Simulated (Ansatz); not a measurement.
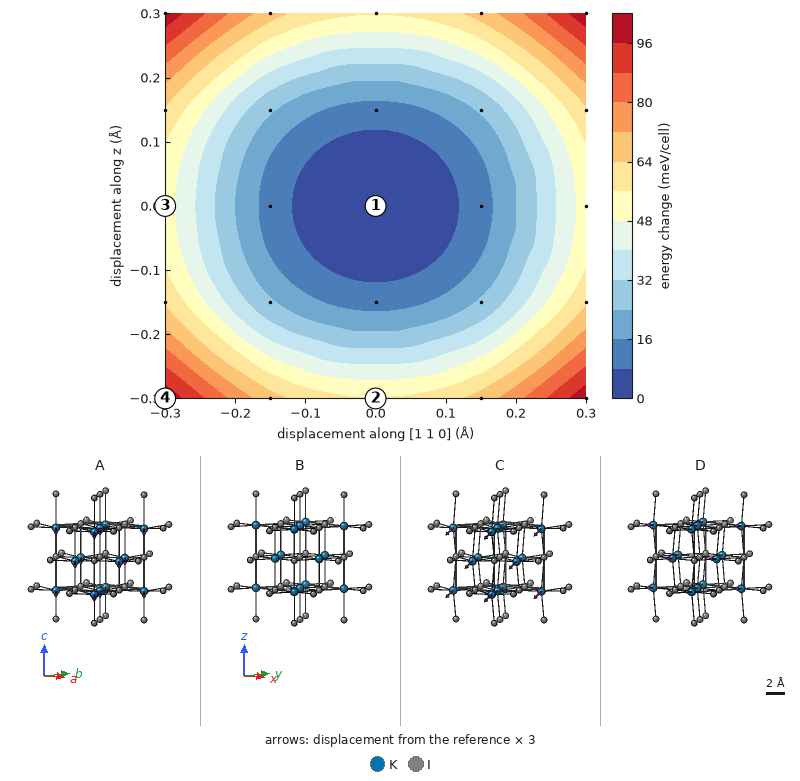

Solid KI (Fm-3m): the K atom (one in each cell of 2 atoms) is moved over the plane of the Cartesian directions [1 1 0] and z, all else fixed. The map is interpolated between the computed points (dots). The frames are shuffled; each belongs to one numbered point. A ball-and-stick model of the conventional cell (4 times the calculation's cell), seen nearly along the normal of the scanned plane. Purple arrows: displacements from the reference. Lengths and directions refer to the drawn axes.

Theory: Ansatz 0.2.0, DFT PBE, scalar-relativistic, plane waves, PAW. Settings: plane-wave cutoff 420 eV; k-point mesh 6 × 6 × 6; occupations gaussian; smearing width 0.05 eV; no spin polarisation. Energies (free energies at the smearing named) are counted from the cell as listed in its source, which wasn't relaxed.

Which frame belongs to which numbered point?

Answer. Point 1 is frame B, at (0.00, 0.00) and 0.0 meV/cell; 2 is frame A, at (0.00, −0.30) and 56.4 meV/cell; 3 is frame D, at (−0.30, 0.00) and 51.6 meV/cell; 4 is frame C, at (−0.30, −0.30) and 101.5 meV/cell. In pairs of (displacement along [1 1 0] (Å); displacement along z (Å)): the lowest computed point lies at (0.00, 0.00) (0.0 meV/cell), the highest at (−0.30, −0.30), (0.30, 0.30), (0.30, −0.30), (−0.30, 0.30) (101.5 meV/cell).  Over the ranges scanned the energy rises by about as much along both axes.
